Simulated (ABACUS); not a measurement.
## A series of single points on Ag

System: Ag (1 atom in the cell).
Method: Kohn-Sham DFT of a periodic cell, PBE, PseudoDojo NC SR 0.4.1 PBE standard, no spin polarisation (ABACUS 3.10.1).

The 7 runs differ only in the geometry, by an even scaling of the cell at fixed fractional positions. The structure derives from a Materials Project entry.

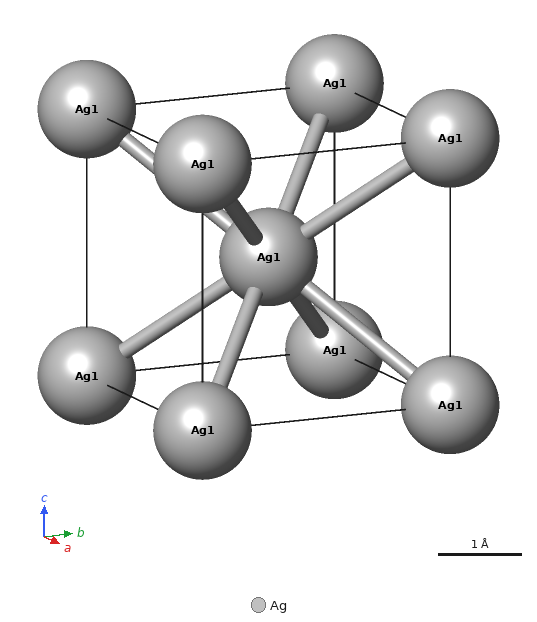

Figure 1. The structure of run 4 (ball-and-stick view of the cell 2 times as large as that of the calculation, set on its symmetry axes, seen at an oblique angle; atoms are numbered from 1 in the order of the input).

### Input file of run 4
```
INPUT_PARAMETERS
suffix              Ag
calculation         scf
basis_type          pw
pseudo_dir          ./
symmetry            1
dft_functional      pbe
ecutwfc             82
pseudo_rcut         10
nspin               1
nbands              14
ks_solver           dav
smearing_method     fd
smearing_sigma      0.00367493
scf_thr             1e-08
scf_nmax            100
mixing_type         broyden
mixing_beta         0.7
cal_force           1
cal_stress          1
kpar                4
```

### File STRU of run 4
```
ATOMIC_SPECIES
Ag 107.8682 Ag.upf

LATTICE_CONSTANT
1.8897261246

LATTICE_VECTORS
-1.6556540000 1.6556540000 1.6556540000
1.6556540000 -1.6556540000 1.6556540000
1.6556540000 1.6556540000 -1.6556540000

ATOMIC_POSITIONS
Direct

Ag
0.0
1
0.0000000000 0.0000000000 0.0000000000 1 1 1
```

### File KPT of run 4
```
K_POINTS
0
Gamma
11 11 11 0 0 0
```

Command:
```bash
OMP_NUM_THREADS=1 mpirun -np 4 abacus > log
```

Lattice vectors (Å) and fractional positions of run 4:
```
  -1.655654    1.655654    1.655654
   1.655654   -1.655654    1.655654
   1.655654    1.655654   -1.655654
Ag  0.000000  0.000000  0.000000
```

Run 5 differs from it as follows:
```diff
--1.6556540000 1.6556540000 1.6556540000
-1.6556540000 -1.6556540000 1.6556540000
-1.6556540000 1.6556540000 -1.6556540000
+-1.6666189156 1.6666189156 1.6666189156
+1.6666189156 -1.6666189156 1.6666189156
+1.6666189156 1.6666189156 -1.6666189156
```

### Results, with one run withheld

| run | volume per atom (Å³) | free energy per atom, from the lowest run given (meV) | pressure (GPa) |
| --- | --- | --- | --- |
| 1 | 17.065 | 14.78 | 5.37 |
| 2 | 17.428 | 4.97 | 2.98 |
| 3 | 17.791 | 0.26 | 0.88 |
| 4 | 18.154 | 0.00 | −0.95 |
| 5 | 18.517 | ? | ? |
| 6 | 18.880 | 10.63 | −3.94 |
| 7 | 19.243 | 20.60 | −5.15 |

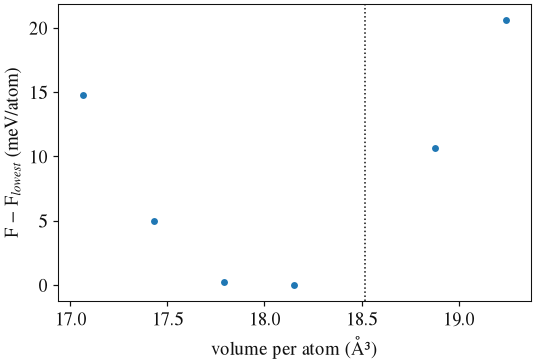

Figure 2. Free energy per atom of the runs given; the dotted line marks run 5.

What should run 5 give?

A cubic polynomial in V^(−2/3) (the Birch–Murnaghan form), fitted to the 6 runs given, misses them by under 0.01 meV per atom. With x = V^(−2/3) − 0.14524 Å⁻², it reads F = −0.31537 − 419.44 x + 5.3325e+05 x² + 3.1822e+06 x³ (meV per atom). At run 5 it gives 3.62 meV per atom, and the run itself gives 3.61. The slope of the fit gives a pressure −dF/dV of −2.38 GPa there, and the run prints −2.54 GPa. The two needn't agree exactly: the fit is approximate, and the printed stress is taken on a finite basis. The fit has its minimum at 17.993 Å³ per atom, where V d²F/dV² gives 90.1 GPa: the bulk modulus at this level, since symmetry fixes the shape and the positions.

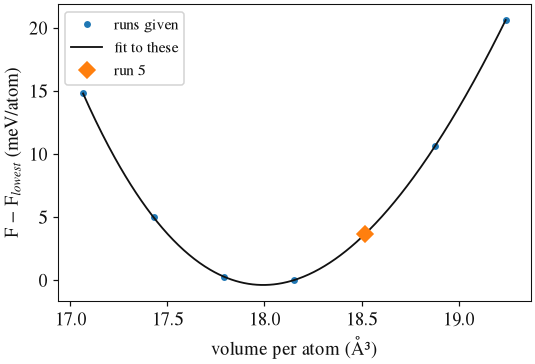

Figure 3. The fit and the withheld run.

### Some lines of the output (run 5)
```
[...]
                          Volume (Bohr^3) = 124.958
                             Volume (A^3) = 18.5169
 E_Fermi        1.1809553219         16.0677214613
 E_Fermi        1.1357472776         15.4526344639
 E_Fermi        1.1504765574         15.6530365959
 E_Fermi        1.1487853884         15.6300270616
 E_Fermi        1.1485083965         15.6262583938
 E_Fermi        1.1485227146         15.6264532012
 E_KS(sigma->0) -310.0359690823      -4218.2557644715
 E_Fermi        1.1485264015         15.6265033643
 final etot is -4218.257426 eV
 EFERMI = 15.626503364 eV
 TOTAL-PRESSURE: -25.447960 KBAR
 !FINAL_ETOT_IS -4218.2574259926859668 eV
```
